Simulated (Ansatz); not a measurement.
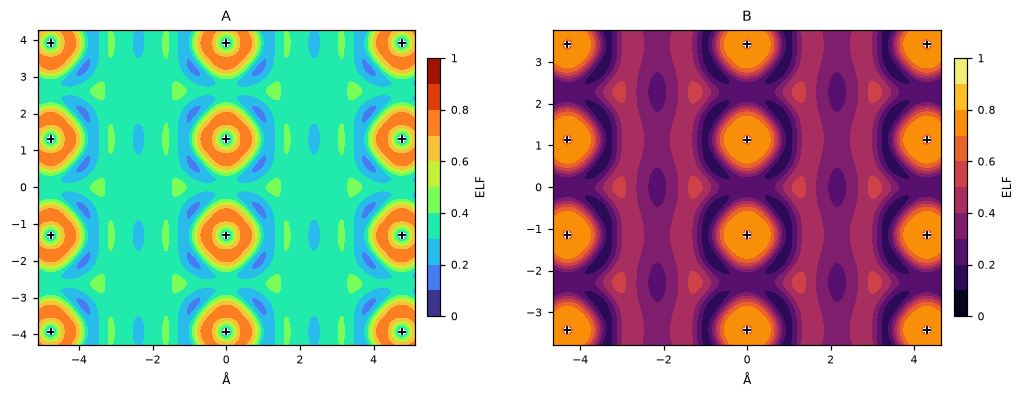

The electron localisation function of 2 systems, each on a plane through atoms (crosses mark nuclei in the plane).

Computed with DFT, LDA (PW92), plane waves (420 eV) with PAW, scalar-relativistic (Ansatz).

System 1: V, the (010) plane of the conventional cell. Space group P6/mmm; set up as V, omega (AlB2-type); a generated structure, not necessarily the stable one; changed on purpose from its base cell (volume × 0.96); computed pressure about 9 GPa in this cell; computed without spin polarisation.

```
CELL_PARAMETERS angstrom
4.30775 0.00000 0.00000
-2.15387 3.73062 0.00000
0.00000 0.00000 2.28085
ATOMIC_POSITIONS crystal
V 0.00000 0.00000 0.00000
V 0.33333 0.66667 0.50000
V 0.66667 0.33333 0.50000
```

System 2: Mo, the (100) plane of the conventional cell. Space group P6/mmm; set up as Mo, omega (AlB2-type); a generated structure, not necessarily the stable one; changed on purpose from its base cell (volume × 1.12); computed pressure about −24 GPa in this cell; computed without spin polarisation.

```
Mo
1.0
     4.77084    0.00000    0.00000
    -2.38542    4.13167    0.00000
     0.00000    0.00000    2.61558
Mo
3
Direct
  0.00000 0.00000 0.00000
  0.33333 0.66667 0.50000
  0.66667 0.33333 0.50000
```

Q: Match each panel to its system.

A: Panel A is system 2, Mo: the plane holds Mo. Mo–Mo (2.62 Å): the ELF is about 0.30 at the midpoint. Panel B is system 1, V: the plane holds V. V–V (2.28 Å): the ELF is about 0.20 at the midpoint: no shared electron pair shows on this line.
